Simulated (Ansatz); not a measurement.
## A series of single points on EuO

System: EuO (Fm-3m, 2 atoms in the cell).
Method: Kohn-Sham DFT of a periodic cell, PBE, SSSP precision PAW, spin-polarised (Ansatz 0.2.0).

The 7 runs differ only in the geometry, by an even scaling of the cell at fixed fractional positions. The structure derives from an entry of the Crystallography Open Database.

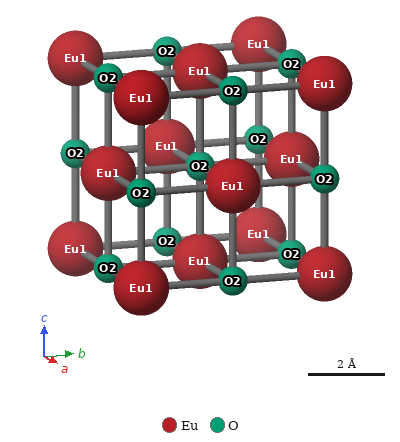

Figure 1. The structure of run 4 (ball-and-stick view of the cell 4 times as large as that of the calculation, set on its symmetry axes, seen slightly off an axis; atoms are numbered from 1 in the order of the input).

## Input of run 4
```yaml
crystal:
  lattice:
    - [0.0, 2.57195, 2.57195]
    - [2.57195, 0.0, 2.57195]
    - [2.57195, 2.57195, 0.0]
  atoms:
    - { symbol: Eu, position: [0.0, 0.0, 0.0], spin: 7.0 }
    - { symbol: O, position: [0.5, 0.5, 0.5] }
hamiltonian:
  xc: pbe
  pseudopotentials: { kind: paw, accuracy: stringent }
magnetization:
  spin_polarized: true
kpoints:
  mp_grid: { grid: [9, 9, 9] }
scf:
  occupations: { method: fermi_dirac, width: 0.05 }
output:
  forces: true
  stress: true
  eigenvalues: true
```

Command:
```bash
ansatz run input.yaml --threads 2 --pin off --max-ram 5120MiB --backend cpu --events-out ev --progress --plain --runs-dir out
```

Lattice vectors (Å) and fractional positions of run 4:
```
   0.000000    2.571950    2.571950
   2.571950    0.000000    2.571950
   2.571950    2.571950    0.000000
Eu  0.000000  0.000000  0.000000
O   0.500000  0.500000  0.500000
```

Run 5 differs from it as follows:
```diff
-    - [0.0, 2.57195, 2.57195]
-    - [2.57195, 0.0, 2.57195]
-    - [2.57195, 2.57195, 0.0]
+    - [0.0, 2.5889832779, 2.5889832779]
+    - [2.5889832779, 0.0, 2.5889832779]
+    - [2.5889832779, 2.5889832779, 0.0]
```

## Results, with one run withheld

```tsv
run	volume per atom (Å³)	free energy per atom, from the lowest run given (meV)	pressure (GPa)
1	15.992	0.74	1.42
2	16.333	0.00	−0.69
3	16.673	3.52	−2.59
4	17.013	10.82	−4.26
5	17.354	?	?
6	17.694	35.03	−7.03
7	18.034	51.20	−8.19
```

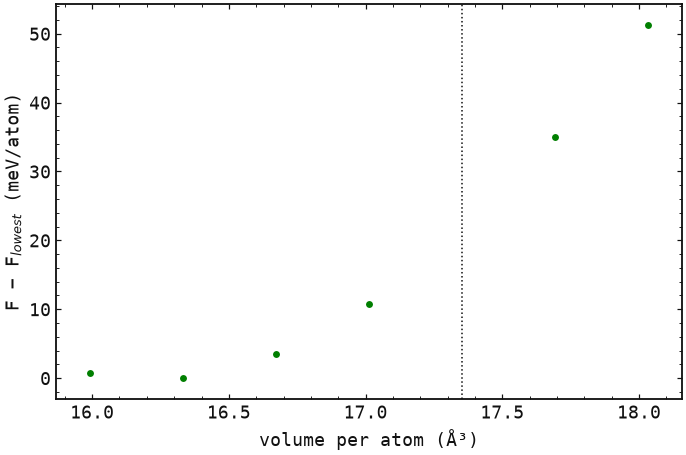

Figure 2. Free energy per atom of the runs given; the dotted line marks run 5.

Estimate the energy of run 5 from the others.

A cubic polynomial in V^(−2/3) (the Birch–Murnaghan form), fitted to the 6 runs given, misses them by at most 0.01 meV per atom. With x = V^(−2/3) − 0.15166 Å⁻², it reads F = 8.746 − 4044.7 x + 4.486e+05 x² + 1.2924e+06 x³ (meV per atom). At run 5 it gives 21.47 meV per atom, and the run itself gives 21.46. The slope of the fit gives a pressure −dF/dV of −5.73 GPa there, and the run prints −5.73 GPa. The fit has its minimum at 16.217 Å³ per atom, where V d²F/dV² gives 99.6 GPa: the bulk modulus at this level, since symmetry fixes the shape and the positions.

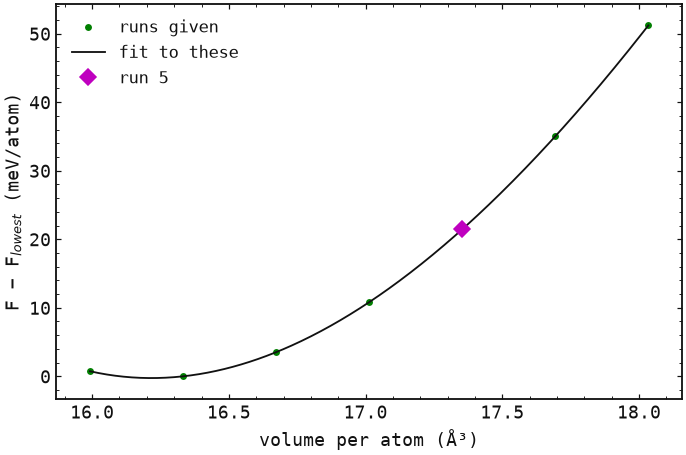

Figure 3. The fit and the withheld run.

## Output, shortened to warnings, some set-up lines, iterations and results (run 5)
```
Warning: [file] the checks of this Eu dataset prove no rule for summing its radial tables, as where they were carried onto another mesh than they were made on, and Gregory's rule is taken, under which a leading mesh point left out moves its sums only by what lay on the interval it spanned. That does not make them correct, and they differ from Quantum ESPRESSO's on this file; a re-export a …
Warning: The stringent table, which hamiltonian.pseudopotentials names, holds the potential of the library's standard table for Eu, O (one content_sha256, or a second file that the publisher made of the same generator input, which states another). The run takes no other species from the library, so that hamiltonian.pseudopotentials.accuracy: standard would change no potential of it. For O the …
Basis set: ecut = 1020.426984 eV, 2637 PW (Γ), exchange–correlation on 128×128×128 points (8 copies of the dense FFT grid, shifted against one another)
Symmetry: 48 space group operations
k-points: 35 of 729
Initial density: superposition of atomic densities (chi_scale 0.1, normalization cell)
[...]
SCF iter   1: F=—  HF=-9312.084377 eV  |F-HF|=—  |Δ(HF+E_count)|=         —  Δρ=6.32e-2 (↑6.32e-2 ↓6.17e-2)  dr2=5.57e0  dr2_m=1.79e-1  M=6.760 μB ∫|m|=6.826 μB  β_m=0.30  …
SCF iter   2: F=—  HF=-9311.443726 eV  |F-HF|=—  |Δ(HF+E_count)|=   6.41e-1  Δρ=3.28e-2 (↑3.28e-2 ↓2.88e-2)  dr2=1.27e0  dr2_m=1.03e-1  M=6.759 μB ∫|m|=6.861 μB  β_m=0.43  …
SCF iter   3: F=—  HF=-9311.890104 eV  |F-HF|=—  |Δ(HF+E_count)|=   4.46e-1  Δρ=1.86e-2 (↑1.86e-2 ↓1.31e-2)  dr2=1.88e-1  dr2_m=2.77e-2  M=6.789 μB ∫|m|=6.930 μB  β_m=0.72  …
SCF iter   4: F=—  HF=-9312.445635 eV  |F-HF|=—  |Δ(HF+E_count)|=         —  Δρ=9.04e-3 (↑9.04e-3 ↓3.72e-3)  dr2=5.91e-2  dr2_m=5.39e-3  M=6.884 μB ∫|m|=7.053 μB  β_m=0.72  …
SCF iter   5: F=—  HF=-9312.520551 eV  |F-HF|=—  |Δ(HF+E_count)|=   7.49e-2  Δρ=4.21e-3 (↑4.21e-3 ↓2.57e-3)  dr2=1.83e-2  dr2_m=8.06e-4  M=6.913 μB ∫|m|=7.089 μB  β_m=0.86  …
SCF iter   6: F=—  HF=-9312.555988 eV  |F-HF|=—  |Δ(HF+E_count)|=   3.54e-2  Δρ=4.83e-3 (↑4.83e-3 ↓1.79e-3)  dr2=1.55e-2  dr2_m=1.68e-3  M=6.951 μB ∫|m|=7.137 μB  β_m=0.54  …
SCF iter   7: F=—  HF=-9312.571860 eV  |F-HF|=—  |Δ(HF+E_count)|=   1.59e-2  Δρ=1.04e-3 (↑1.04e-3 ↓9.80e-4)  dr2=1.21e-3  dr2_m=2.15e-5  M=6.967 μB ∫|m|=7.158 μB  β_m=0.67  …
SCF iter   8: F=—  HF=-9312.572120 eV  |F-HF|=—  |Δ(HF+E_count)|=   2.60e-4  Δρ=5.88e-4 (↑5.88e-4 ↓4.55e-4)  dr2=1.65e-4  dr2_m=2.31e-5  M=6.976 μB ∫|m|=7.172 μB  β_m=0.84  …
SCF iter   9: F=—  HF=-9312.572718 eV  |F-HF|=—  |Δ(HF+E_count)|=   5.98e-4  Δρ=1.18e-4 (↑1.18e-4 ↓9.29e-5)  dr2=1.57e-5  dr2_m=9.52e-7  M=6.974 μB ∫|m|=7.169 μB  β_m=0.92  …
SCF iter  10: F=—  HF=-9312.572725 eV  |F-HF|=—  |Δ(HF+E_count)|=   6.50e-6  Δρ=1.39e-4 (↑1.39e-4 ↓3.52e-5)  dr2=7.58e-6  dr2_m=1.66e-6  M=6.974 μB ∫|m|=7.170 μB  β_m=0.90  …
SCF iter  11: F=—  HF=-9312.572740 eV  |F-HF|=—  |Δ(HF+E_count)|=   1.50e-5  Δρ=4.73e-5 (↑4.73e-5 ↓1.15e-5)  dr2=5.76e-7  dr2_m=2.41e-7  M=6.974 μB ∫|m|=7.170 μB  β_m=0.95  …
SCF iter  12: F=—  HF=-9312.572741 eV  |F-HF|=—  |Δ(HF+E_count)|=   1.38e-6  Δρ=5.00e-6 (↑5.00e-6 ↓1.63e-6)  dr2=1.08e-8  dr2_m=2.07e-9  M=6.974 μB ∫|m|=7.170 μB  β_m=0.97  …
SCF iter  13: F=-9312.572741 eV  HF=-9312.572741 eV  |F-HF|=1.38e-8  |Δ(HF+E_count)|=   4.13e-8  Δρ=5.25e-6 (↑5.25e-6 ↓9.79e-7)  dr2=9.16e-9  dr2_m=2.45e-9  M=6.974 μB …
SCF 1 converged in 13 iterations: F = -9312.572741 eV  dr2 = 9.16e-9
SCF converged after 13 iterations
Magnetization: 6.9738 μB (14.9869 up, 8.0131 down)
Absolute magnetization: 7.1696 μB (∫|ρ↑−ρ↓|, with the PAW one-centre terms)
Spin contamination: 0.0158 ħ² per cell (⟨S²⟩ above its minimum at these occupations)
Per-site moments (μB) at R_I (Å): [(6.593939236228752, 1.0679556021337502), (-0.08045265393654366, 1.0679556021337502)]
Free energy (F): -9312.572741 eV
Harris-Foulkes:  -9312.572741 eV  (|F-HF|=1.38e-8)
Internal energy: -9312.560470 eV  (E = F + TS)
E sigma→0 (E₀):  -9312.566606 eV
Entropy (-TS):   -0.012271 eV (-6.136 meV/atom)
Fermi energy:    13.974970 eV
--- Per-component energies (eV) ---
  E_band       = 57.492314
  E_kinetic    = 480.050806
  E_local      = -2147.412458  (includes V_loc(G=0)·N_el)
  E_nonlocal   = 740.869734
  E_hartree    = 732.960630
  E_xc         = -391.928654
  E_vxc        = -505.597530  (∫ρ·V_xc dr)
  E_paw        = -6346.074483  (= ΣΔE_a)
  E_vpaw       = 23.665103  (= ΣTr[D̂ρ^β])
  E_aug_tail   = 0.000028  (compensation charges beyond the density's cutoff)
  E_ewald      = -2381.026073
  E_smearing   = -0.012271  (= −TS)
  E_closure    = 0.000000  (closes the sum)
  Σ components = -9312.572741   (vs F -9312.572741, Δ=0.00e0)
--- Forces (eV/Å), atoms counted from 1 ---
  atom   1  Eu    -0.00000000     0.00000000    -0.00000000
  atom   2  O      0.00000000    -0.00000000    -0.00000000
  max |Σ_I F_I| component: 3.21e-29 eV/Å
--- Stress (GPa, compression-positive) ---
       -5.726829       0.000000      -0.000000
        0.000000      -5.726829      -0.000000
       -0.000000       0.000000      -5.726829
  P = ⅓ Tr σ = -5.7268 GPa (-57.268 kbar)
```
